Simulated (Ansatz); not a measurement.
Single-point calculation of Si (part 1 of 2)

System: Si (54 atoms in the cell).
Method: DFT PBE, scalar-relativistic, plane waves, PAW, no spin polarisation (Ansatz 0.2.0).

The structure derives from an entry of the Crystallography Open Database.

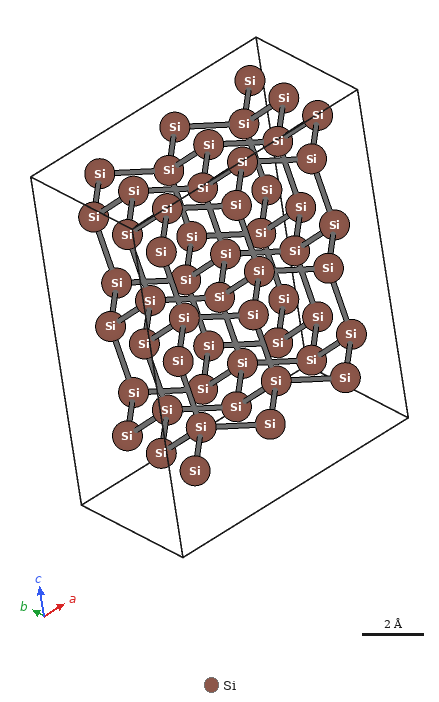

Fig. 1: The structure as given in the input (ball-and-stick view of the cell of the calculation, seen slightly off an axis). Near neighbours in the crystal (not all of them lie inside the picture): Si has 4 Si at 2.37 Å.

### Results in brief

```tsv
quantity	value
outcome	converged
space group (tolerance 0.01 Å)	Fd-3m (227)
electrons treated	216
free energy	−34333.1118 eV
Fermi energy	6.388 eV
gap on the k-point mesh	0.75 eV
pressure	0.09 GPa
largest force (length of the vector)	under 0.001 eV/Å
hardware	4 threads of Intel Xeon (Granite Rapids), 64 GiB of memory available, shared host
wall time	7 s (CPU time 26 s)
peak memory	3.2 GiB
```

### Input file
```yaml
crystal:
  lattice:
    - [-8.2045150572, 8.2045150572, 0.0]
    - [0.0, 8.2045150572, -8.2045150572]
    - [-8.2045150572, 0.0, -8.2045150572]
  atoms:
    - { symbol: Si, position: [0.25, 0.9166666667, 0.9166666667] }
    - { symbol: Si, position: [0.25, 0.5833333333, 0.9166666667] }
    - { symbol: Si, position: [0.25, 0.9166666667, 0.5833333333] }
    - { symbol: Si, position: [0.25, 0.25, 0.9166666667] }
    - { symbol: Si, position: [0.25, 0.5833333333, 0.5833333333] }
    - { symbol: Si, position: [0.25, 0.9166666667, 0.25] }
    - { symbol: Si, position: [0.25, 0.25, 0.5833333333] }
    - { symbol: Si, position: [0.25, 0.5833333333, 0.25] }
    - { symbol: Si, position: [0.25, 0.25, 0.25] }
    - { symbol: Si, position: [0.5833333333, 0.9166666667, 0.9166666667] }
    - { symbol: Si, position: [0.5833333333, 0.5833333333, 0.9166666667] }
    - { symbol: Si, position: [0.5833333333, 0.9166666667, 0.5833333333] }
    - { symbol: Si, position: [0.5833333333, 0.25, 0.9166666667] }
    - { symbol: Si, position: [0.5833333333, 0.5833333333, 0.5833333333] }
    - { symbol: Si, position: [0.5833333333, 0.9166666667, 0.25] }
    - { symbol: Si, position: [0.5833333333, 0.25, 0.5833333333] }
    - { symbol: Si, position: [0.5833333333, 0.5833333333, 0.25] }
    - { symbol: Si, position: [0.5833333333, 0.25, 0.25] }
    - { symbol: Si, position: [0.9166666667, 0.9166666667, 0.9166666667] }
    - { symbol: Si, position: [0.9166666667, 0.5833333333, 0.9166666667] }
    - { symbol: Si, position: [0.9166666667, 0.9166666667, 0.5833333333] }
    - { symbol: Si, position: [0.9166666667, 0.25, 0.9166666667] }
    - { symbol: Si, position: [0.9166666667, 0.5833333333, 0.5833333333] }
    - { symbol: Si, position: [0.9166666667, 0.9166666667, 0.25] }
    - { symbol: Si, position: [0.9166666667, 0.25, 0.5833333333] }
    - { symbol: Si, position: [0.9166666667, 0.5833333333, 0.25] }
    - { symbol: Si, position: [0.9166666667, 0.25, 0.25] }
    - { symbol: Si, position: [0.1666666667, 0.8333333333, 0.1666666667] }
    - { symbol: Si, position: [0.1666666667, 0.5, 0.1666666667] }
    - { symbol: Si, position: [0.1666666667, 0.8333333333, 0.8333333333] }
    - { symbol: Si, position: [0.1666666667, 0.1666666667, 0.1666666667] }
    - { symbol: Si, position: [0.1666666667, 0.5, 0.8333333333] }
    - { symbol: Si, position: [0.1666666667, 0.8333333333, 0.5] }
    - { symbol: Si, position: [0.1666666667, 0.1666666667, 0.8333333333] }
    - { symbol: Si, position: [0.1666666667, 0.5, 0.5] }
    - { symbol: Si, position: [0.1666666667, 0.1666666667, 0.5] }
    - { symbol: Si, position: [0.5, 0.8333333333, 0.1666666667] }
    - { symbol: Si, position: [0.5, 0.5, 0.1666666667] }
    - { symbol: Si, position: [0.5, 0.8333333333, 0.8333333333] }
    - { symbol: Si, position: [0.5, 0.1666666667, 0.1666666667] }
    - { symbol: Si, position: [0.5, 0.5, 0.8333333333] }
    - { symbol: Si, position: [0.5, 0.8333333333, 0.5] }
    - { symbol: Si, position: [0.5, 0.1666666667, 0.8333333333] }
    - { symbol: Si, position: [0.5, 0.5, 0.5] }
    - { symbol: Si, position: [0.5, 0.1666666667, 0.5] }
    - { symbol: Si, position: [0.8333333333, 0.8333333333, 0.1666666667] }
    - { symbol: Si, position: [0.8333333333, 0.5, 0.1666666667] }
    - { symbol: Si, position: [0.8333333333, 0.8333333333, 0.8333333333] }
    - { symbol: Si, position: [0.8333333333, 0.1666666667, 0.1666666667] }
    - { symbol: Si, position: [0.8333333333, 0.5, 0.8333333333] }
    - { symbol: Si, position: [0.8333333333, 0.8333333333, 0.5] }
    - { symbol: Si, position: [0.8333333333, 0.1666666667, 0.8333333333] }
    - { symbol: Si, position: [0.8333333333, 0.5, 0.5] }
    - { symbol: Si, position: [0.8333333333, 0.1666666667, 0.5] }
basis:
  ecutwfc: 420
  xc_grid: 2
kpoints:
  mp_grid: { grid: [2, 2, 2], shift: [0.0, 0.0, 0.0] }
hamiltonian:
  xc: pbe
scf:
  occupations: { method: gaussian, width: 0.01 }
output:
  forces: true
  stress: true
  eigenvalues: true
  write_density: true
  write_potential: true
  elf: true
  volumetric_format: npy
```

Launch command:
```bash
ansatz run input.yaml --threads 4 --pin off --max-ram 10240MiB --backend cpu --events-out ev --progress --plain --runs-dir out
```

### What the program printed
```
Engine: ansatz 0.2.0, x86_64-unknown-linux-gnu
Pseudopotentials: kind: paw
Pseudopotential: Si, paw, valence charge 4, recommended cutoff 420 eV (normal), Si.paw.azcp
Functional definition: PBE
  parameter kappa = 0.804
  parameter beta = 0.06672455060314922
  exchange = pbe_x(kappa = kappa, mu = beta*pi^2/3)
  correlation = pbe_c(beta = beta)
Crystal: 54 atoms, lattice volume = 1104.559 Å³
Basis set: ecut = 420 eV, 21595 PW (Γ), exchange–correlation on 160×160×160 points (8 copies of the dense FFT grid, shifted against one another)
Bands: 162, of which v1, the nominal top of the filled ones, is band 108 counted from 1 (107 counted from 0)
Symmetry: 1296 space group operations
Space group: Fd-3m (ITA 227), of the structure as read, at distance tolerance 1.0e-4 Å
k-points: 3 of 8
Non-local potential: Si, projectors of the file, l = 0: 2, l = 1: 2, l = 2: 2
PAW form: soft (Blöchl's): semilocal exchange-correlation on the pseudo side does not see the compensation charge
PAW one-centre angular grid: Si, 110 points (default); XC on 64 Gauss nodes
Initial density: superposition of atomic densities (neutral atoms: chi_scale 0, normalization atom), corrected by the library's trained network
Initial wavefunctions: pseudopotential atomic-orbital guess
Functional: x = pbe(κ = 0.804, μ = 0.2195149727645171), c = pbe(β = 0.06672455060314922)
SCF iter   1: F=—  HF=-34333.102609 eV  |F-HF|=—  |Δ(HF+E_count)|=         —  Δρ=9.66e-4  dr2=5.33e-3  ethr=1.77e-3  ⟨swp⟩=6.0  Hψ=2236  notcnv=0  defer=41
preconditioner: auto → Resta (q_TF=auto, 2.079 Å⁻¹)  ε∞=5.4  [insulator: Δε(μ)=0.748 eV  Ē_g=7.828 eV  σ=0.010 eV  W_gap=1.00  n_scr=168 (ndim 8)  ℏωp=16.4 eV  f_vac=0.000  D(μ)=0.00/eV (n_scr^D=0)  ε∞_Penn≈5.4]
SCF iter   2: F=—  HF=-34333.110083 eV  |F-HF|=—  |Δ(HF+E_count)|=   7.47e-3  Δρ=4.89e-4  dr2=1.35e-3  ethr=2.47e-6  ⟨swp⟩=2.7  Hψ=842  notcnv=0  defer=132
SCF iter   3: F=—  HF=-34333.111358 eV  |F-HF|=—  |Δ(HF+E_count)|=   1.28e-3  Δρ=9.95e-5  dr2=7.37e-5  ethr=6.26e-7  ⟨swp⟩=2.7  Hψ=652  notcnv=0  defer=132
SCF iter   4: F=—  HF=-34333.111768 eV  |F-HF|=—  |Δ(HF+E_count)|=   4.10e-4  Δρ=3.21e-5  dr2=1.15e-5  ethr=3.41e-8  ⟨swp⟩=2.0  Hψ=630  notcnv=0  defer=132
SCF iter   5: F=—  HF=-34333.111767 eV  |F-HF|=—  |Δ(HF+E_count)|=   1.21e-6  Δρ=3.37e-6  dr2=2.25e-7  ethr=5.31e-9  ⟨swp⟩=2.0  Hψ=665  notcnv=0  defer=132
SCF iter   6: F=-34333.111767 eV  HF=-34333.111767 eV  |F-HF|=4.68e-9  |Δ(HF+E_count)|=   9.17e-8  Δρ=5.50e-7  dr2=2.09e-9  ethr=4.63e-11  ⟨swp⟩=20.0  Hψ=4246  notcnv=0
SCF 1 converged in 6 iterations: F = -34333.111767 eV  dr2 = 2.09e-9
  greatest PAW one-centre occupation: 0.631 electrons in one spin orbital (limit 2), on the Si atom at site 53 (counted from 0), in its partial waves of l = 0
```

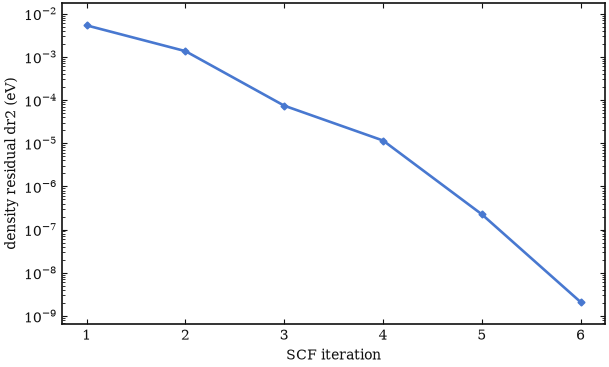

Fig. 2: Convergence of the self-consistent field: density residual dr2 against the SCF iteration. The residual falls at every step.

```
SCF converged after 6 iterations
Free energy (F): -34333.111767 eV
Harris-Foulkes:  -34333.111767 eV  (|F-HF|=4.68e-9)
Internal energy: -34333.111767 eV  (E = F + TS)
E sigma→0 (E₀):  -34333.111767 eV
Fermi energy:    6.387706 eV
--- Per-component energies (eV) ---
  E_band       = 218.918041
  E_kinetic    = 2166.691748
  E_local      = -1517.816182  (includes V_loc(G=0)·N_el)
  E_nonlocal   = 1396.588332
  E_hartree    = 411.282967
  E_xc         = -2973.509587
  E_vxc        = -2515.535286  (∫ρ·V_xc dr)
  E_paw        = -27689.960193  (= ΣΔE_a)
  E_vpaw       = -133.577053  (= ΣTr[D̂ρ^β])
  E_aug_tail   = 0.000343  (compensation charges beyond the density's cutoff)
  E_ewald      = -6126.389195
  E_smearing   = -0.000000  (= −TS)
  E_closure    = 0.000000  (closes the sum)
  Σ components = -34333.111767   (vs F -34333.111767, Δ=0.00e0)
--- Forces (eV/Å), atoms counted from 1 ---
  atom   1  Si     0.00000000     0.00000000    -0.00000000
  atom   2  Si     0.00000000     0.00000000    -0.00000000
  atom   3  Si     0.00000000     0.00000000    -0.00000000
  atom   4  Si     0.00000000    -0.00000000    -0.00000000
  atom   5  Si     0.00000000    -0.00000000    -0.00000000
  atom   6  Si     0.00000000    -0.00000000    -0.00000000
  atom   7  Si     0.00000000    -0.00000000    -0.00000000
  atom   8  Si     0.00000000    -0.00000000     0.00000000
  atom   9  Si     0.00000000    -0.00000000    -0.00000000
  atom  10  Si     0.00000000    -0.00000000     0.00000000
  atom  11  Si     0.00000000     0.00000000     0.00000000
  atom  12  Si     0.00000000     0.00000000     0.00000000
  atom  13  Si     0.00000000    -0.00000000    -0.00000000
  atom  14  Si     0.00000000     0.00000000    -0.00000000
  atom  15  Si     0.00000000    -0.00000000     0.00000000
  atom  16  Si     0.00000000    -0.00000000    -0.00000000
  atom  17  Si     0.00000000    -0.00000000    -0.00000000
  atom  18  Si     0.00000000    -0.00000000    -0.00000000
  atom  19  Si     0.00000000     0.00000000     0.00000000
  atom  20  Si     0.00000000     0.00000000     0.00000000
  atom  21  Si     0.00000000    -0.00000000    -0.00000000
  atom  22  Si     0.00000000     0.00000000    -0.00000000
  atom  23  Si     0.00000000    -0.00000000    -0.00000000
  atom  24  Si     0.00000000    -0.00000000     0.00000000
  atom  25  Si     0.00000000     0.00000000     0.00000000
  atom  26  Si     0.00000000    -0.00000000    -0.00000000
  atom  27  Si    -0.00000000     0.00000000     0.00000000
  atom  28  Si     0.00000000    -0.00000000     0.00000000
  atom  29  Si    -0.00000000    -0.00000000    -0.00000000
  atom  30  Si     0.00000000    -0.00000000     0.00000000
  atom  31  Si    -0.00000000    -0.00000000    -0.00000000
  atom  32  Si    -0.00000000    -0.00000000    -0.00000000
  atom  33  Si     0.00000000    -0.00000000    -0.00000000
  atom  34  Si     0.00000000     0.00000000    -0.00000000
  atom  35  Si    -0.00000000     0.00000000    -0.00000000
  atom  36  Si    -0.00000000     0.00000000    -0.00000000
  atom  37  Si    -0.00000000    -0.00000000     0.00000000
  atom  38  Si     0.00000000    -0.00000000     0.00000000
  atom  39  Si    -0.00000000    -0.00000000     0.00000000
  atom  40  Si     0.00000000     0.00000000    -0.00000000
  atom  41  Si     0.00000000    -0.00000000     0.00000000
  atom  42  Si     0.00000000     0.00000000     0.00000000
  atom  43  Si    -0.00000000     0.00000000    -0.00000000
  atom  44  Si     0.00000000    -0.00000000     0.00000000
  atom  45  Si     0.00000000    -0.00000000    -0.00000000
  atom  46  Si    -0.00000000     0.00000000     0.00000000
  atom  47  Si     0.00000000     0.00000000     0.00000000
  atom  48  Si    -0.00000000     0.00000000     0.00000000
  atom  49  Si     0.00000000    -0.00000000    -0.00000000
  atom  50  Si    -0.00000000    -0.00000000    -0.00000000
  atom  51  Si    -0.00000000     0.00000000     0.00000000
  atom  52  Si    -0.00000000    -0.00000000     0.00000000
  atom  53  Si     0.00000000     0.00000000     0.00000000
  atom  54  Si    -0.00000000    -0.00000000     0.00000000
  max |Σ_I F_I| component: 5.00e-16 eV/Å
--- Stress (GPa, compression-positive) ---
        0.087824       0.000000       0.000000
        0.000000       0.087824       0.000000
        0.000000       0.000000       0.087824
  P = ⅓ Tr σ = 0.0878 GPa (0.878 kbar)
--- Band table (eV) ---
```
